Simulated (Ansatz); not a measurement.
Consider Al7Ru4 (slab).

```cif
data_structure
_symmetry_space_group_name_H-M 'P 1'
_symmetry_Int_Tables_number 1
_cell_length_a 3.0734
_cell_length_b 3.0734
_cell_length_c 29.2517
_cell_angle_alpha 90.000
_cell_angle_beta 90.000
_cell_angle_gamma 90.000
_cell_volume 276.30
loop_
_atom_site_label
_atom_site_type_symbol
_atom_site_fract_x
_atom_site_fract_y
_atom_site_fract_z
_atom_site_occupancy
Al1 Al 0.50000 0.50000 0.25640 1
Ru1 Ru 0.00000 0.00000 0.30787 1
Al2 Al 0.50000 0.50000 0.35079 1
Al3 Al 0.00000 0.00000 0.40561 1
Ru2 Ru 0.50000 0.50000 0.44852 1
Al4 Al 0.00000 0.00000 0.50000 1
Ru3 Ru 0.50000 0.50000 0.55148 1
Al5 Al 0.00000 0.00000 0.59439 1
Al6 Al 0.50000 0.50000 0.64921 1
Ru4 Ru 0.00000 0.00000 0.69213 1
Al7 Al 0.50000 0.50000 0.74360 1
```

Changed on purpose from its base cell (repeats removed: -1); not relaxed (largest force 1.3 eV/Å); computed without spin polarisation.

These are results of DFT PBEsol, scalar-relativistic, plane waves, PAW (Ansatz 0.2.0), not measurements.

What can the converged valence pseudo-density and electron localisation function tell about the bonding?

Answer. Al–Al (2.76 Å): ρ is about 0.23 e/Å³ halfway; the ELF is about 0.45 at the midpoint.

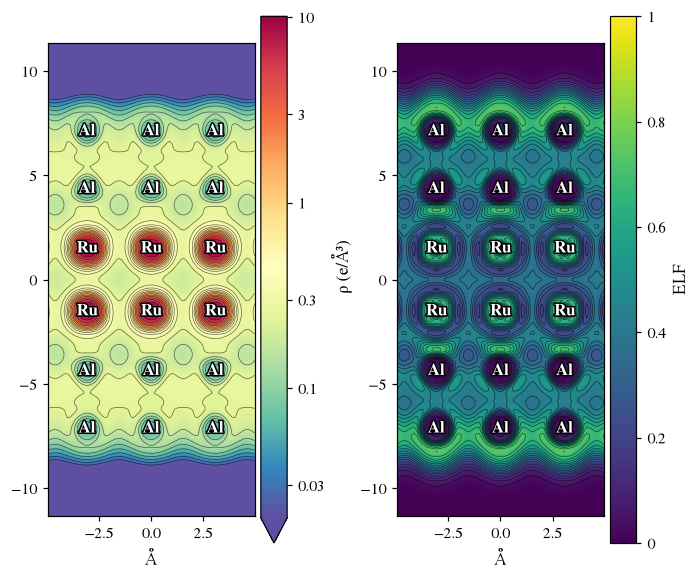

Computed valence pseudo-density and electron localisation function on the (100) plane of the calculation cell, a cut from vacuum to vacuum, in this order. 
